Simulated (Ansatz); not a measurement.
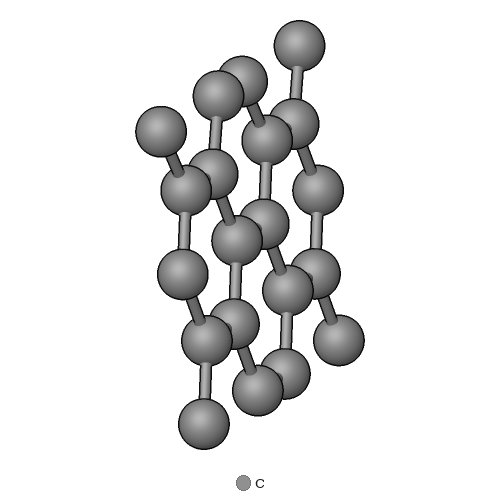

The system is H₂ on a C(111) slab cut from the P6/mmm phase, its upper half relaxed before the scan (20 atoms of substrate and one adsorbate in a 2 × 1 cell); the picture shows it without the atoms that are moved over the map. H2 lies flat over one site of a rigid substrate while its bond length and height are varied; it sits over a hollow site, heights counted from the top plane, its axis along the first surface vector. First axis: distance H21-H22. Second axis: height of the H2 axis above the plane of C17. The scan uses an 8 × 9 grid. At 15 points there is no value (left out: too close to the surface, or the stretched molecule far from it). Points are written as (first, second). Energies: eV, counted from the lowest grid point. Method: DFT PBE, scalar-relativistic, plane waves, PAW (Ansatz 0.2.0). Settings: cutoff 420 eV, k-mesh 4×3×1, gaussian smearing 0.1 eV, no spin polarisation.

Range: distance H21-H22 from 0.650 to 2.650 Å; height of the H2 axis above the plane of C17 from 0.45 to 3.60 Å.

**Predict the map.**

The lowest grid point is at (0.750 Å, 1.73 Å). The highest grid point, (2.650 Å, 1.73 Å), lies 5.71 eV above the lowest.

```
second ↓, first →  0.650  0.750  0.919  1.181  1.495  1.849  2.235  2.650
             3.60   0.23   0.01   0.36   1.50      –      –      –      –
             3.00   0.22   0.00   0.36   1.49      –      –      –      –
             2.60   0.22   0.00   0.35   1.49      –      –      –      –
             2.05   0.22   0.00   0.35   1.49   2.88      –      –      –
             1.73   0.22   0.00   0.35   1.48   2.88   4.13   5.08   5.71
             1.41   0.22   0.00   0.35   1.48   2.88   4.12   5.06   5.69
             1.09   0.22   0.00   0.35   1.49   2.87   4.12   5.05   5.67
             0.77   0.23   0.01   0.36   1.49   2.88   4.11   5.04   5.66
             0.45   0.23   0.01   0.37   1.50   2.89   4.12   5.04   5.65
```

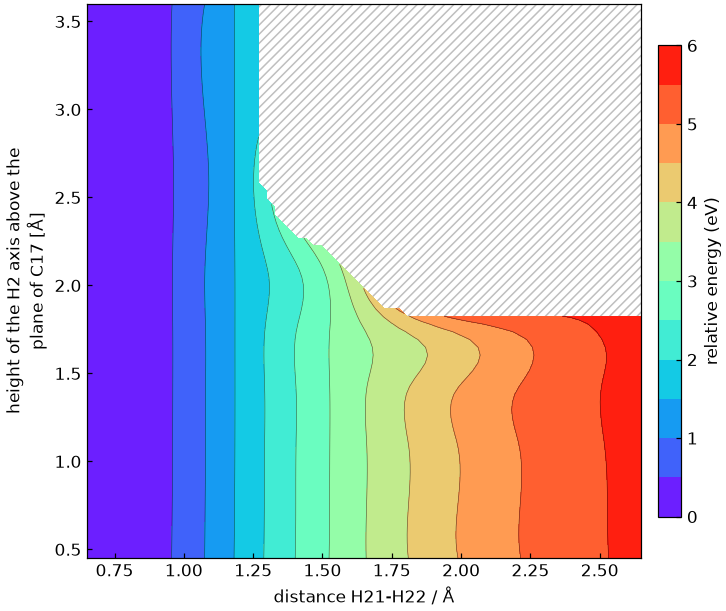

Drawn: filled contours, hatched blanks where no value was computed. Between grid points the surface is interpolated.

Each point was launched as `ansatz run input.yaml --threads 2 --pin off --max-ram 6144MiB --backend cpu --events-out ev --progress --plain --runs-dir out`. Time for the 57 points that were run: 88 min on 2 threads of Arm Neoverse N1, with other jobs on the host.

PAW datasets: the set soft_1.
